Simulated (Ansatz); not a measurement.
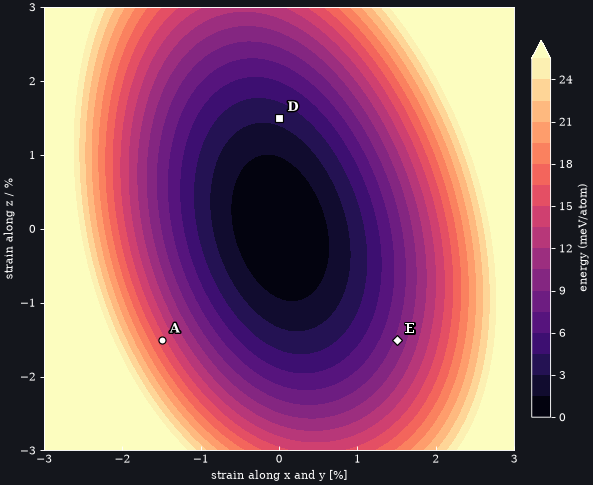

C (Im-3m, No. 229; 8 atoms in the cell). The cell is strained homogeneously, by one strain along x and y and another along z, with fractional coordinates fixed (x, y and z along the cube axes). Coordinates scanned: (1) strain along x and y; (2) strain along z. Grid: 5 × 5 points. Points are written as (first, second). Energies are in meV/atom, from the lowest grid point. These are results of Ansatz 0.2.0, DFT r2SCAN, scalar-relativistic, plane waves, PAW, not measurements. Settings: cutoff 500 eV, k-mesh 8×8×8, gaussian smearing 0.05 eV, no spin polarisation.

In the figure: filled contours, one colour for all values above the top of the scale, lettered points. Between grid points the surface is interpolated.

Q: Rank the lettered points by energy, lowest first.

A: D (3.4 meV/atom), E (9.2 meV/atom), A (15.5 meV/atom).
